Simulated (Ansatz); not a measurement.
Take the following structure.

```yaml
crystal:
  lattice:
    - [4.86890, 0.00000, 0.00000]
    - [0.00000, 4.86890, 0.00000]
    - [0.00000, 0.00000, 4.86890]
  atoms:
    - { symbol: Zn, position: [0.50000, 0.50000, 0.00000] }
    - { symbol: Zn, position: [0.50000, 0.00000, 0.50000] }
    - { symbol: Zn, position: [0.00000, 0.50000, 0.50000] }
    - { symbol: Zn, position: [0.00000, 0.00000, 0.00000] }
    - { symbol: O, position: [0.08751, 0.91249, 0.41249] }
    - { symbol: O, position: [0.91249, 0.41249, 0.08751] }
    - { symbol: O, position: [0.41249, 0.08751, 0.91249] }
    - { symbol: O, position: [0.58751, 0.58751, 0.58751] }
    - { symbol: O, position: [0.91249, 0.08751, 0.58751] }
    - { symbol: O, position: [0.08751, 0.58751, 0.91249] }
    - { symbol: O, position: [0.58751, 0.91249, 0.08751] }
    - { symbol: O, position: [0.41249, 0.41249, 0.41249] }
```

Summarise the structure in words.

Answer. The solid is ZnO2. It is primitive cubic, space group Pa-3 (No. 205). Among the common structure types it is pyrite. With Z = 4, the cell contains 4 Zn, 8 O. Taking every contact within bonding distance, one finds Zn 6 and O 4.

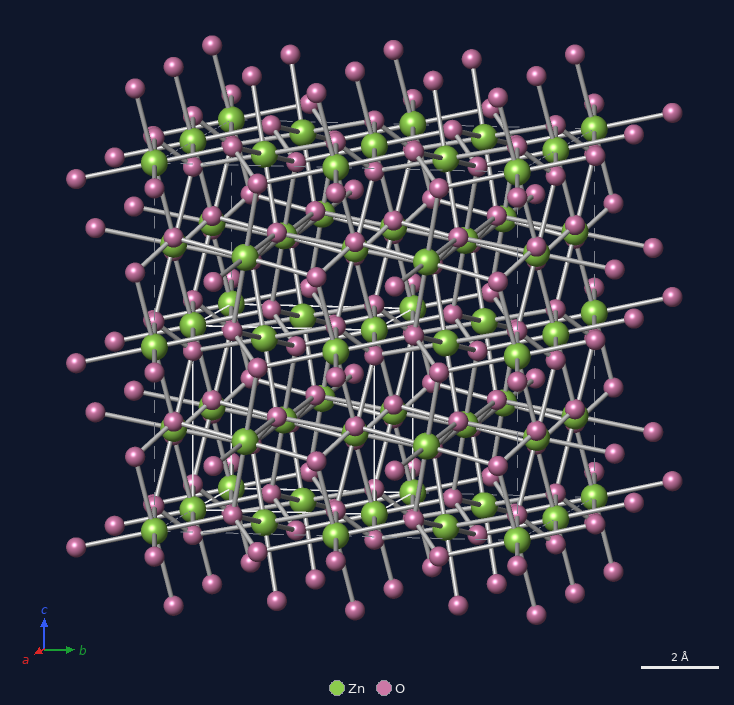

The figure gives a ball-and-stick picture of the atoms, viewed slightly off an axis. The conventional unit cell (solid box) is repeated to 2×2×2 cells. Some neighbours outside the box are added.

Starting structure: a structure listed in the Materials Project, with elements exchanged, so it need not be a known form of the compound. Earlier steps of the study may have refined or changed the cell and positions. A calculation with Ansatz used it as input.
